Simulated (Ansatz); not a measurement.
Geometry relaxation, with input and output: VO₂ (part 3 of 3)

VO₂ (slab, 24 atoms in the cell); DFT PBE, scalar-relativistic, plane waves, PAW, spin-polarised (Ansatz 0.2.0); cutoff 420 eV, 12×6×1 k-mesh, Gaussian smearing of 0.1 eV, collinear spins. The structure derives from an entry of the Crystallography Open Database. It belongs to a series of runs on one base structure; here: (1 1 0) slab, atoms relaxed.

Geometry of the input (Å; fractional positions):
```
2.8384  0.0000  0.0000
0.0000  6.4821  0.0000
0.0000  0.0000  27.3161
O  0.0000  0.0000  0.2746
V  0.0000  0.5000  0.3220
V  0.5000  0.0000  0.3220
O  0.5000  0.3000  0.3220
O  0.5000  0.7000  0.3220
O  0.0000  0.0000  0.3695
O  0.0000  0.5000  0.3932
V  0.0000  0.0000  0.4407
V  0.5000  0.5000  0.4407
O  0.5000  0.8000  0.4407
O  0.5000  0.2000  0.4407
O  0.0000  0.5000  0.4881
O  0.0000  0.0000  0.5119
V  0.0000  0.5000  0.5593
V  0.5000  0.0000  0.5593
O  0.5000  0.3000  0.5593
O  0.5000  0.7000  0.5593
O  0.0000  0.0000  0.6068
O  0.0000  0.5000  0.6305
V  0.0000  0.0000  0.6780
V  0.5000  0.5000  0.6780
O  0.5000  0.8000  0.6780
O  0.5000  0.2000  0.6780
O  0.0000  0.5000  0.7254
```

**Output, continued**
```
  k-point 1 ↑: bands = ["-63.7538", "-63.7538", "-63.7237", "-63.7237", "-63.6775", "-63.6774", "-63.5631", "-63.5631", "-37.7505", "-37.7505", "-37.6055", "-37.6055", "-37.5140", "-37.5140", "-37.5088", "-37.5079", "-37.4896", "-37.4896", "-37.4709", "-37.4697", "-37.4328", "-37.4328", "-37.4265", "-37.4265", "-37.3972", "-37.3970", "-37.3885", "-37.3882", "-37.3380", "-37.3378", "-37.3031", "-37.3029", "-17.5258", "-17.3566", "-17.1123", "-17.0363", "-16.8020", "-16.7432", "-16.5274", "-16.4324", "-16.0423", "-16.0370", "-15.8760", "-15.8654", "-15.8452", "-15.8383", "-15.8061", "-15.7783", "-5.1197", "-4.9129", "-4.8882", "-4.8636", "-4.7693", "-4.6035", "-4.2835", "-4.2829", "-4.0510", "-3.7634", "-3.5495", "-3.5488", "-3.0510", "-3.0408", "-3.0269", "-2.8461", "-2.8309", "-2.8261", "-2.8033", "-2.7859", "-2.6850", "-2.6383", "-2.4837", "-2.3364", "-2.1994", "-1.9444", "-1.9165", "-1.8495", "-1.7034", "-1.5335", "-1.4704", "-1.4482", "-1.3223", "-1.1194", "-0.9534", "-0.9333", "-0.9142", "-0.7356", "-0.6123", "-0.5829", "-0.5112", "-0.4128", "-0.3926", "-0.2471", "-0.1896", "-0.1073", "0.3047", "0.5957", "1.5769", "1.5990", "1.6538", "1.6555", "1.9747", "2.0227", "2.0239", "2.0538", "2.1739", "2.1828", "2.4426", "2.6310", "2.6732", "2.7009", "3.0078", "3.0095", "3.0772", "3.1438", "3.3777", "3.5653", "3.6494", "3.6759", "3.9851", "4.1273", "4.2388", "4.6002", "5.0303", "5.2895", "5.5919", "5.7289", "6.0130", "6.0161"]
  k-point 2 ↑: bands = ["-63.7537", "-63.7537", "-63.7238", "-63.7238", "-63.6775", "-63.6774", "-63.5632", "-63.5632", "-37.7506", "-37.7506", "-37.6057", "-37.6056", "-37.5087", "-37.5082", "-37.5058", "-37.5058", "-37.4895", "-37.4894", "-37.4647", "-37.4639", "-37.4346", "-37.4346", "-37.4329", "-37.4329", "-37.3969", "-37.3968", "-37.3883", "-37.3882", "-37.3443", "-37.3442", "-37.3031", "-37.3030", "-17.4105", "-17.2536", "-17.0752", "-17.0206", "-16.8333", "-16.7603", "-16.6354", "-16.5084", "-16.0438", "-16.0391", "-15.8825", "-15.8776", "-15.8516", "-15.8493", "-15.8335", "-15.8292", "-4.9814", "-4.8621", "-4.6456", "-4.6398", "-4.5637", "-4.4751", "-4.2975", "-4.2905", "-3.7753", "-3.5493", "-3.5488", "-3.5380", "-3.1474", "-3.0576", "-3.0512", "-3.0505", "-2.7817", "-2.7816", "-2.7507", "-2.7338", "-2.6908", "-2.6296", "-2.6261", "-2.4509", "-2.3219", "-2.2875", "-1.9309", "-1.9061", "-1.8485", "-1.7990", "-1.4516", "-1.3613", "-1.3462", "-1.2868", "-1.1110", "-1.0093", "-0.9815", "-0.9064", "-0.7279", "-0.6571", "-0.5614", "-0.5491", "-0.4891", "-0.4055", "-0.2836", "-0.2490", "0.1424", "0.3672", "1.8010", "1.8179", "1.9308", "1.9309", "1.9869", "2.0442", "2.0763", "2.0787", "2.2967", "2.3127", "2.6855", "2.8041", "2.8111", "2.8351", "3.0110", "3.0122", "3.1830", "3.2198", "3.3466", "3.3536", "3.5191", "3.6911", "3.8321", "3.9864", "4.5069", "4.7744", "5.2226", "5.3080", "5.7955", "5.8563", "5.8975", "5.9013"]
  k-point 27 ↓: bands = ["-62.7263", "-62.7263", "-62.6756", "-62.6756", "-62.5601", "-62.5601", "-62.2348", "-62.2348", "-37.0764", "-37.0764", "-36.9163", "-36.9162", "-36.7459", "-36.7459", "-36.6283", "-36.6283", "-36.6153", "-36.6153", "-36.5091", "-36.5091", "-36.3982", "-36.3982", "-36.3611", "-36.3611", "-36.2962", "-36.2962", "-36.1660", "-36.1660", "-36.0617", "-36.0617", "-36.0495", "-36.0495", "-16.6109", "-16.6109", "-16.3456", "-16.3456", "-16.2987", "-16.2987", "-16.2338", "-16.2338", "-16.0883", "-16.0883", "-15.9327", "-15.9327", "-15.9142", "-15.9142", "-15.7852", "-15.7852", "-4.3326", "-4.3326", "-4.2899", "-4.2899", "-4.2580", "-4.2580", "-3.9813", "-3.9813", "-3.8100", "-3.8100", "-3.5251", "-3.5251", "-3.3564", "-3.3564", "-3.2661", "-3.2661", "-3.0962", "-3.0962", "-2.6361", "-2.6361", "-2.5810", "-2.5810", "-2.5590", "-2.5590", "-2.2717", "-2.2717", "-1.9684", "-1.9684", "-1.8401", "-1.8401", "-1.4452", "-1.4452", "-1.4277", "-1.4277", "-1.3057", "-1.3057", "-1.2119", "-1.2119", "-1.1204", "-1.1204", "-0.8116", "-0.8116", "-0.7433", "-0.7433", "-0.3163", "-0.3163", "-0.2650", "-0.2650", "2.8869", "2.8869", "2.9644", "2.9644", "3.2116", "3.2116", "3.5269", "3.5269", "3.5765", "3.5765", "4.1136", "4.1136", "4.2149", "4.2149", "4.2646", "4.2646", "4.2913", "4.2913", "4.3910", "4.3910", "4.4297", "4.4297", "4.6183", "4.6183", "4.6453", "4.6453", "5.1479", "5.1479", "5.2938", "5.2938", "5.3068", "5.3068"]
--- Relaxed structure (7 steps of the walk, 7 accepted, 0 SCFs on fresh bases) ---
  F+E_penalty+E_count = -32394.63425637 eV   max|allowed force component| = 1.248e-2 eV/Å
  atoms:
    - { symbol: O, position: [-2.316063580363487e-32, 5.017818352826059e-20, 0.2714738113996749] }
    - { symbol: V, position: [-2.316063580363487e-32, 0.5, 0.3297927807396539] }
    - { symbol: V, position: [0.5, 5.017818352826059e-20, 0.31045412946665535] }
    - { symbol: O, position: [0.5, 0.3104514659521546, 0.31455010754451324] }
    - { symbol: O, position: [0.5, 0.6895485340478452, 0.31455010754451324] }
    - { symbol: O, position: [-2.316063580363487e-32, 5.017818352826059e-20, 0.3638755029029425] }
    - { symbol: O, position: [-2.316063580363487e-32, 0.5, 0.393151851373629] }
    - { symbol: V, position: [-2.316063580363487e-32, 5.017818352826059e-20, 0.43052902143851035] }
    - { symbol: V, position: [0.5, 0.5, 0.4466493352815038] }
    - { symbol: O, position: [0.5, 0.8002376530788701, 0.4383398635888221] }
    - { symbol: O, position: [0.5, 0.1997623469211299, 0.4383398635888221] }
    - { symbol: O, position: [-2.316063580363487e-32, 0.5, 0.4904669553435097] }
    - { symbol: O, position: [-2.316063580363487e-32, 5.017818352826059e-20, 0.5095330963194571] }
    - { symbol: V, position: [-2.316063580363487e-32, 0.5, 0.5694709657555275] }
    - { symbol: V, position: [0.5, 5.017818352826059e-20, 0.5533506863630577] }
    - { symbol: O, position: [0.5, 0.30023766538918123, 0.5616602009315685] }
    - { symbol: O, position: [0.5, 0.6997623346108187, 0.5616602009315685] }
    - { symbol: O, position: [-2.316063580363487e-32, 5.017818352826059e-20, 0.6068481513317748] }
    - { symbol: O, position: [-2.316063580363487e-32, 0.5, 0.6361245280081034] }
    - { symbol: V, position: [-2.316063580363487e-32, 5.017818352826059e-20, 0.6702072057040902] }
    - { symbol: V, position: [0.5, 0.5, 0.6895458014566158] }
    - { symbol: O, position: [0.5, 0.8104514743143606, 0.6854498583814617] }
    - { symbol: O, position: [0.5, 0.18954852568563937, 0.6854498583814617] }
    - { symbol: O, position: [-2.316063580363487e-32, 0.5, 0.7285261162225641] }
--- Löwdin populations: 24 sites ---
  site symbol       q [e]    m [muB]
     0      O      6.4768    -0.1196
     1      V     11.6332     1.0026
     2      V     11.6501     1.0187
     3      O      6.6907    -0.0217
     4      O      6.6907    -0.0217
     5      O      6.6625    -0.0634
     6      O      6.6054    -0.0662
     7      V     11.6495     1.0932
     8      V     11.6771     1.3145
     9      O      6.6568    -0.0558
    10      O      6.6568    -0.0558
    11      O      6.6147    -0.0633
    12      O      6.6147    -0.0633
    13      V     11.6495     1.0932
    14      V     11.6771     1.3145
    15      O      6.6568    -0.0558
    16      O      6.6568    -0.0558
    17      O      6.6054    -0.0662
    18      O      6.6625    -0.0634
    19      V     11.6332     1.0026
    20      V     11.6501     1.0187
    21      O      6.6907    -0.0217
    22      O      6.6907    -0.0217
    23      O      6.4768    -0.1196
  spilling = 0.003356 (of n_electrons = 200.000000)
```

**Trajectory as extended XYZ (Å, eV, eV/Å), 4 of the 7 frames kept, from step=1 to step=7**
```
24
Lattice="2.8384 0.0000 0.0000 0.0000 6.4821 0.0000 0.0000 0.0000 27.3161" Properties=species:S:1:pos:R:3:forces:R:3 step=1 energy=-32392.42648
O     0.0000    0.0000    7.5000    0.0000   0.0000   2.6351
V     0.0000    3.2411    8.7965    0.0000   0.0000   2.7896
V     1.4192    0.0000    8.7965    0.0000   0.0000  -3.2902
O     1.4192    1.9446    8.7965    0.0000   0.5918  -0.8815
O     1.4192    4.5375    8.7965    0.0000  -0.5918  -0.8815
O     0.0000    0.0000   10.0929    0.0000   0.0000   0.2763
O     0.0000    3.2411   10.7411    0.0000   0.0000  -0.7624
V     0.0000    0.0000   12.0375    0.0000   0.0000   0.1728
V     1.4192    3.2411   12.0375    0.0000   0.0000   0.0075
O     1.4192    5.1856   12.0375    0.0000   0.0084  -0.0255
O     1.4192    1.2965   12.0375    0.0000  -0.0084  -0.0255
O     0.0000    3.2411   13.3340    0.0000   0.0000   0.0325
O     0.0000    0.0000   13.9821    0.0000   0.0000  -0.0325
V     0.0000    3.2411   15.2786    0.0000   0.0000  -0.1728
V     1.4192    0.0000   15.2786    0.0000   0.0000  -0.0075
O     1.4192    1.9446   15.2786    0.0000   0.0084   0.0255
O     1.4192    4.5375   15.2786    0.0000  -0.0084   0.0255
O     0.0000    0.0000   16.5751    0.0000   0.0000   0.7624
O     0.0000    3.2411   17.2232    0.0000   0.0000  -0.2763
V     0.0000    0.0000   18.5196    0.0000   0.0000  -2.7896
V     1.4192    3.2411   18.5196    0.0000   0.0000   3.2902
O     1.4192    5.1856   18.5196    0.0000   0.5918   0.8815
O     1.4192    1.2965   18.5196    0.0000  -0.5918   0.8815
O     0.0000    3.2411   19.8161    0.0000   0.0000  -2.6351
24
Lattice="2.8384 0.0000 0.0000 0.0000 6.4821 0.0000 0.0000 0.0000 27.3161" Properties=species:S:1:pos:R:3:forces:R:3 step=3 energy=-32394.18214
O     0.0000    0.0000    7.5692    0.0000   0.0000  -1.2453
V     0.0000    3.2411    9.0850    0.0000   0.0000  -2.6481
V     1.4192    0.0000    8.5903    0.0000   0.0000   1.3059
O     1.4192    2.0168    8.6472    0.0000   0.0473   0.1024
O     1.4192    4.4653    8.6472    0.0000  -0.0473   0.1024
O     0.0000    0.0000   10.0078    0.0000   0.0000   0.3369
O     0.0000    3.2411   10.7505    0.0000   0.0000   1.5135
V     0.0000    0.0000   11.9506    0.0000   0.0000  -0.8432
V     1.4192    3.2411   12.1383    0.0000   0.0000   1.2628
O     1.4192    5.1826   11.9986    0.0000  -0.2423   0.0307
O     1.4192    1.2995   11.9986    0.0000   0.2423   0.0307
O     0.0000    3.2411   13.4078    0.0000   0.0000  -0.4225
O     0.0000    0.0000   13.9083    0.0000   0.0000   0.4225
V     0.0000    3.2411   15.3655    0.0000   0.0000   0.8432
V     1.4192    0.0000   15.1778    0.0000   0.0000  -1.2627
O     1.4192    1.9416   15.3175    0.0000  -0.2423  -0.0307
O     1.4192    4.5405   15.3175    0.0000   0.2423  -0.0307
O     0.0000    0.0000   16.5656    0.0000   0.0000  -1.5134
O     0.0000    3.2411   17.3083    0.0000   0.0000  -0.3368
V     0.0000    0.0000   18.2311    0.0000   0.0000   2.6481
V     1.4192    3.2411   18.7258    0.0000   0.0000  -1.3056
O     1.4192    5.2578   18.6689    0.0000   0.0473  -0.1025
O     1.4192    1.2243   18.6689    0.0000  -0.0473  -0.1025
O     0.0000    3.2411   19.7469    0.0000   0.0000   1.2450
24
Lattice="2.8384 0.0000 0.0000 0.0000 6.4821 0.0000 0.0000 0.0000 27.3161" Properties=species:S:1:pos:R:3:forces:R:3 step=5 energy=-32394.62845
O     0.0000    0.0000    7.4424    0.0000   0.0000   0.0096
V     0.0000    3.2411    9.0148    0.0000   0.0000   0.1049
V     1.4192    0.0000    8.5118    0.0000   0.0000  -0.2161
O     1.4192    2.0110    8.6064    0.0000   0.0282  -0.0095
O     1.4192    4.4711    8.6064    0.0000  -0.0282  -0.0095
O     0.0000    0.0000    9.9514    0.0000   0.0000   0.0867
O     0.0000    3.2411   10.7480    0.0000   0.0000  -0.0537
V     0.0000    0.0000   11.7806    0.0000   0.0000   0.0168
V     1.4192    3.2411   12.2042    0.0000   0.0000   0.0247
O     1.4192    5.1857   11.9795    0.0000  -0.0149   0.0095
O     1.4192    1.2964   11.9795    0.0000   0.0149   0.0095
O     0.0000    3.2411   13.4083    0.0000   0.0000  -0.0701
O     0.0000    0.0000   13.9078    0.0000   0.0000   0.0701
V     0.0000    3.2411   15.5355    0.0000   0.0000  -0.0168
V     1.4192    0.0000   15.1119    0.0000   0.0000  -0.0248
O     1.4192    1.9446   15.3366    0.0000  -0.0149  -0.0096
O     1.4192    4.5375   15.3366    0.0000   0.0149  -0.0096
O     0.0000    0.0000   16.5681    0.0000   0.0000   0.0537
O     0.0000    3.2411   17.3648    0.0000   0.0000  -0.0868
V     0.0000    0.0000   18.3013    0.0000   0.0000  -0.1048
V     1.4192    3.2411   18.8043    0.0000   0.0000   0.2160
O     1.4192    5.2520   18.7097    0.0000   0.0282   0.0096
O     1.4192    1.2301   18.7097    0.0000  -0.0282   0.0096
O     0.0000    3.2411   19.8737    0.0000   0.0000  -0.0094
24
Lattice="2.8384 0.0000 0.0000 0.0000 6.4821 0.0000 0.0000 0.0000 27.3161" Properties=species:S:1:pos:R:3:forces:R:3 step=7 energy=-32394.63426
O     0.0000    0.0000    7.4156    0.0000   0.0000  -0.0058
V     0.0000    3.2411    9.0087    0.0000   0.0000   0.0085
V     1.4192    0.0000    8.4804    0.0000   0.0000  -0.0009
O     1.4192    2.0124    8.5923    0.0000  -0.0029   0.0022
O     1.4192    4.4697    8.5923    0.0000   0.0029   0.0022
O     0.0000    0.0000    9.9397    0.0000   0.0000  -0.0052
O     0.0000    3.2411   10.7394    0.0000   0.0000  -0.0090
V     0.0000    0.0000   11.7604    0.0000   0.0000   0.0030
V     1.4192    3.2411   12.2007    0.0000   0.0000   0.0125
O     1.4192    5.1872   11.9737    0.0000   0.0058   0.0041
O     1.4192    1.2949   11.9737    0.0000  -0.0058   0.0041
O     0.0000    3.2411   13.3976    0.0000   0.0000   0.0020
O     0.0000    0.0000   13.9185    0.0000   0.0000  -0.0020
V     0.0000    3.2411   15.5557    0.0000   0.0000  -0.0030
V     1.4192    0.0000   15.1154    0.0000   0.0000  -0.0125
O     1.4192    1.9462   15.3424    0.0000   0.0058  -0.0041
O     1.4192    4.5359   15.3424    0.0000  -0.0058  -0.0041
O     0.0000    0.0000   16.5767    0.0000   0.0000   0.0090
O     0.0000    3.2411   17.3764    0.0000   0.0000   0.0052
V     0.0000    0.0000   18.3075    0.0000   0.0000  -0.0084
V     1.4192    3.2411   18.8357    0.0000   0.0000   0.0010
O     1.4192    5.2534   18.7238    0.0000  -0.0029  -0.0022
O     1.4192    1.2287   18.7238    0.0000   0.0029  -0.0022
O     0.0000    3.2411   19.9005    0.0000   0.0000   0.0058
```

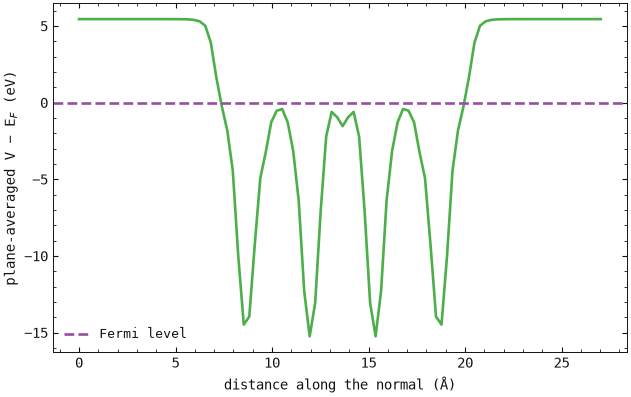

*Plane average of the electrostatic potential energy of an electron across the cell, from the Fermi level.*

The vacuum level lies 5.44 eV above the Fermi level.

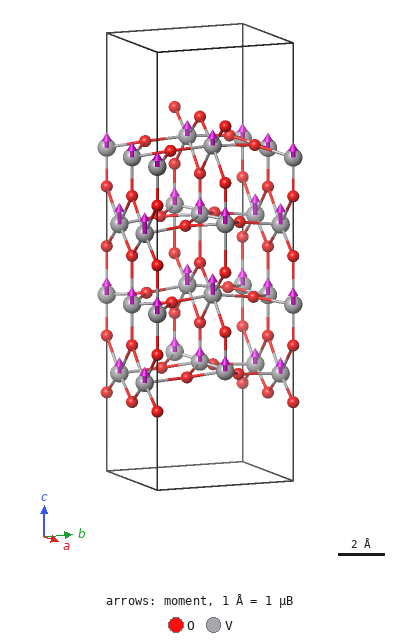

*Magnetic moments of the sites as pink arrows (ball-and-stick view of the 2 × 1 repeat of the cell, with the vacuum cut short, seen slightly off an axis); small moments hardly show. The run is collinear, so the axis drawn is arbitrary.*

Site moments: V9, V15 (0.95 μB); V8, V14 (0.78 μB); V3, V21 (0.71 μB); V2, V20 (0.68 μB); O1, O24 (−0.09 μB); O6, O7, O18, O19 (−0.05 μB). They are counted near the atoms and needn't add up to the moment of the cell. Atoms are counted from 1 in the order of the input.

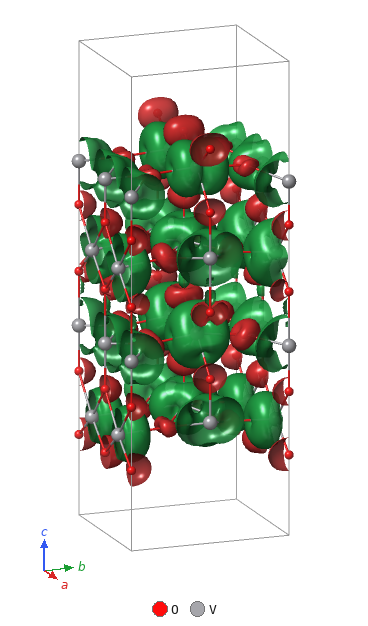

*Isosurfaces of the spin density at +0.02 (green) and −0.02 e/Å³ (red), seen slightly off an axis. Sticks mark near contacts.*

The cell of the calculation (24 atoms) carries 8.0 μB net. In a PAW calculation such maps are meaningful between the atoms, not at the nuclei.

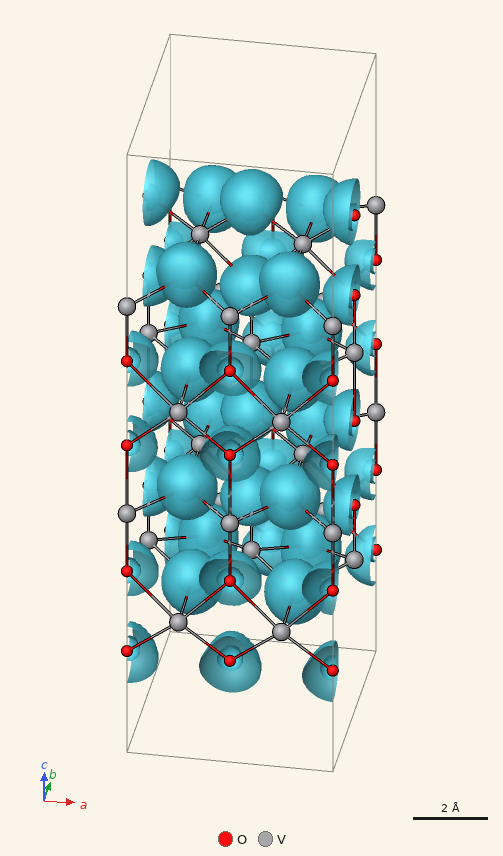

*Isosurface of the ELF at 0.7 (cyan), seen at an oblique angle. Only the valence region is drawn (cores and ρ < 0.01 e/Å³ removed). Sticks mark near contacts.*

Counts are for one cell; the picture repeats the cell along the surface. Along the contacts the grid gives the following. V–O (1.73 Å): the ELF is about 0.30 at the midpoint; no shared pair; the contact is polar. V–O (1.77 Å): the ELF is about 0.25 at the midpoint (a polar contact without a shared pair, in a metal).
